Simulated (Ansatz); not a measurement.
**A Fermi-surface study of CoSi (P2_13)**

```
CELL_PARAMETERS angstrom
4.43800 0.00000 0.00000
0.00000 4.43800 0.00000
0.00000 0.00000 4.43800
ATOMIC_POSITIONS crystal
Co 0.14000 0.14000 0.14000
Co 0.36000 0.86000 0.64000
Co 0.64000 0.36000 0.86000
Co 0.86000 0.64000 0.36000
Si 0.84300 0.84300 0.84300
Si 0.65700 0.15700 0.34300
Si 0.34300 0.65700 0.15700
Si 0.15700 0.34300 0.65700
```

Method: DFT LDA, scalar-relativistic, plane waves, PAW; levels and slopes on a dense k mesh at the converged density in Ansatz 0.2.0. Started with collinear moments, which vanished: the result is non-magnetic and both spins have the same bands. k mesh for the levels: 24×24×24. Cell and positions as given, without relaxation (residual pressure −13 GPa). Sheets, masses and frequencies are those of this strained cell.

### 1. The sheets

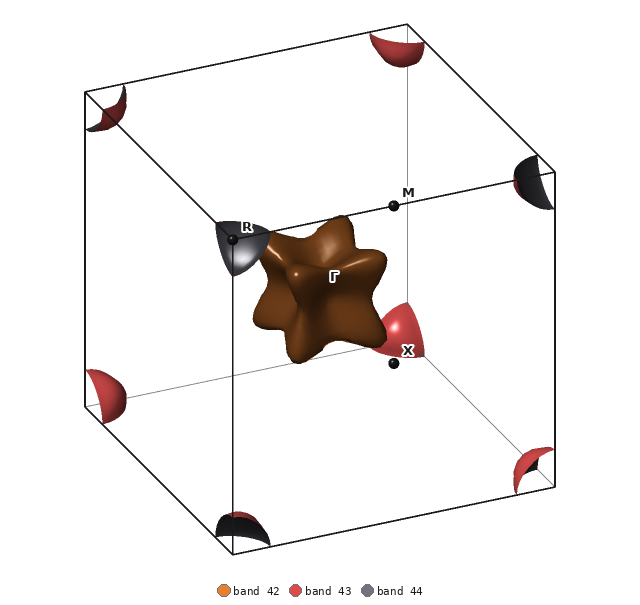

The figure shows the computed Fermi surface of this crystal. Each colour is one band. The brighter face of a sheet looks towards empty states.

> Summarise the topology of this Fermi surface.

Three bands cross the Fermi level; this is a semimetal: only small electron and hole pockets. One further band (41) only grazes it, and is left out of the picture of the sheets.

Band 42: one hole pocket centred at Γ (1.3 % of the zone).
Band 43: one electron pocket centred at R (0.73 % of the zone).
Band 44: one electron pocket centred at R (0.58 % of the zone).
A pocket cut by a face of the zone is counted once with the part on the opposite face.
The shape of the surface of band 42 changes its kind within 0.04 eV of this level, so small parts may appear, vanish, join or separate.

### 2. Weight on the atoms

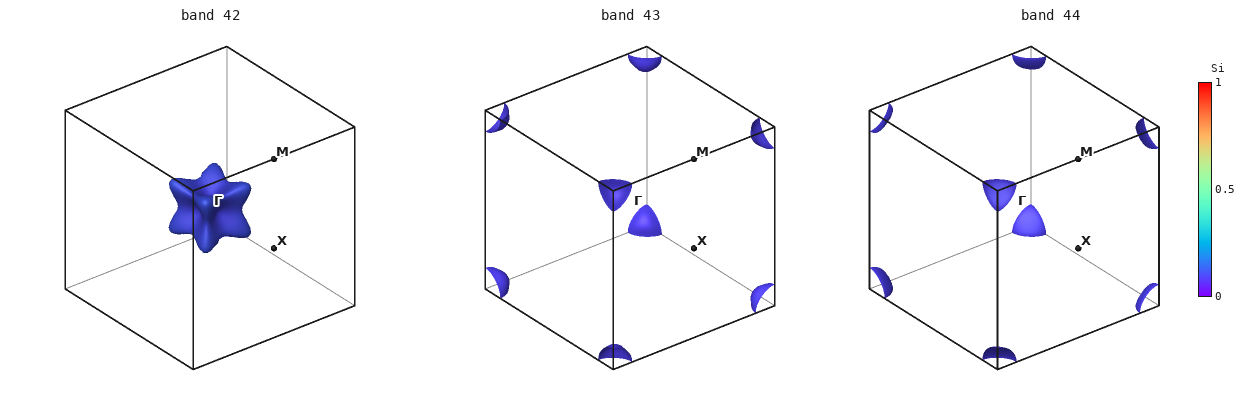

Fermi surface of this crystal, coloured by the weight of the states on Si (Voronoi cells).

> How much Si character do the sheets have, and what else?

Band 42: Co (89 %) and Si (11 %). Band 43: Co (91 %) and Si (9 %). Band 44: Co (91 %) and Si (9 %).

### 3. Speeds

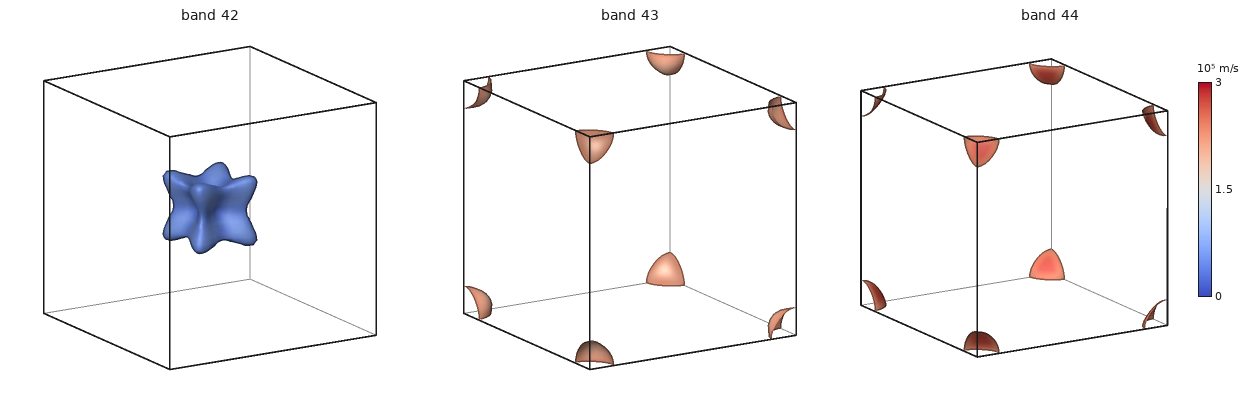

Fermi surface of this crystal, coloured by the Fermi speed.

> Give the range and mean of the Fermi speed for each band.

Band 42: 0.40 to 0.70 × 10⁵ m/s over most of the sheet, 0.56 × 10⁵ m/s on average over states. Band 43: 2.0 to 2.2 × 10⁵ m/s over most of the sheet, 2.1 × 10⁵ m/s on average over states. Band 44: 2.2 to 2.8 × 10⁵ m/s over most of the sheet, 2.5 × 10⁵ m/s on average over states.

> Which of these bands adds most to the density of states at the Fermi level?

Band 42, with 2.0 of 2.3 states/eV per cell.

### 4. Nesting

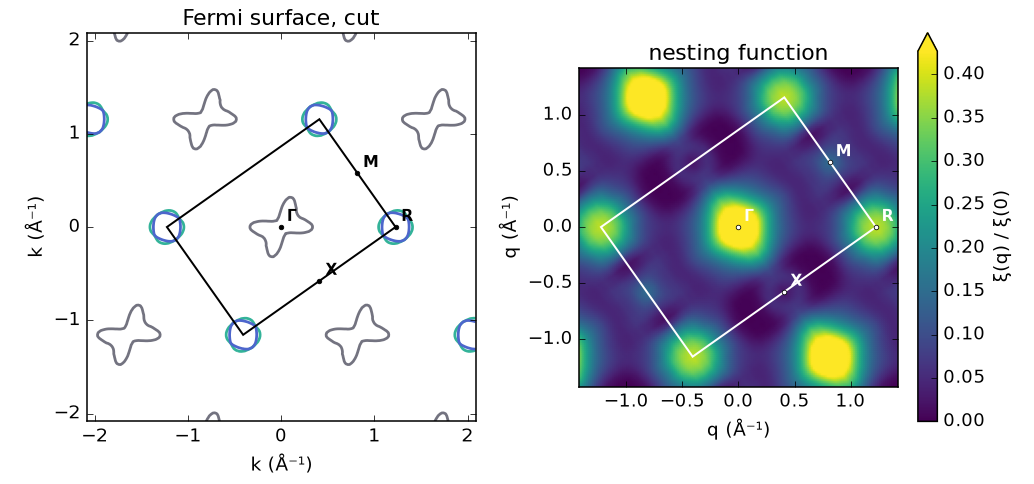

This crystal: a cut of the Fermi surface and the nesting function ξ(q) = Σ δ(ε_k) δ(ε_k+q) over all sheets (each δ a Gaussian as wide as the level changes between mesh points, at least 0.03 eV; heights depend on it), both in the plane through Γ, R and M.

> Where does the nesting function have its highest maximum apart from q = 0?

The highest maximum lies at R, at q = (−0.50, −0.50, −0.50) in units of the primitive reciprocal vectors. It reaches 0.39 of the value at q = 0, against a mean of 0.07. A peak of ξ alone doesn't prove an instability there.

Semilocal functionals overstate band overlaps, so a small overlap like this can be a small gap in truth. Band 42 ends within 0.03 eV of the Fermi level, so pockets and density of states there aren't settled. Necks and pockets thinner than about two mesh steps aren't resolved, so separate pockets may in truth be joined.

Cost: 2.8 min on 2 threads of Intel(R) Xeon(R) 6975P-C (Granite Rapids), with other jobs on the host, peak memory 2.5 GiB.
